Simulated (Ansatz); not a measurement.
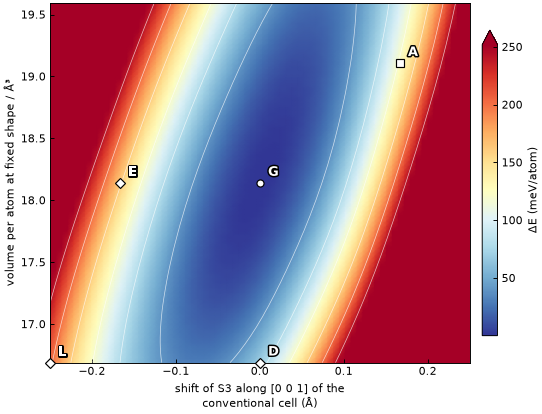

WS2 (P6_3/mmc, No. 194; 6 atoms in the cell). The energy is mapped over a free internal coordinate and the cell. Coordinates scanned: (1) shift of S3 along [0 0 1] of the conventional cell, Cartesian (0 0 1), its symmetry partners moved as symmetry demands (measured in the relaxed cell); (2) volume per atom at fixed shape. Nothing is relaxed (all other coordinates fixed). The grid has 7 × 7 points. Points are written as (first, second). Energies are in meV/atom, from the lowest grid point. The band gap closes in part of the range. Theory: Ansatz 0.2.0, DFT PBEsol, scalar-relativistic, plane waves, PAW. Settings: cutoff 420 eV, k-mesh 12×12×2 in the order of the run's cell vectors, gaussian smearing 0.05 eV, no spin polarisation.

In the figure: a smooth colour map with a few white contour lines, one colour for all values above the top of the scale, lettered points. Between grid points the surface is interpolated.

> Is L the lowest point of the computed grid?

No. L lies 205 meV/atom above the lowest grid point, which is at (0.000 Å, 18.14 Å³).

> What kind of point is each of A, E, G: minimum, saddle, maximum or slope?

A: on a slope; E: on a slope; G: minimum. (In these two coordinates alone; a stationary point may lie a little off the grid point.)

PAW datasets: the set soft_1.
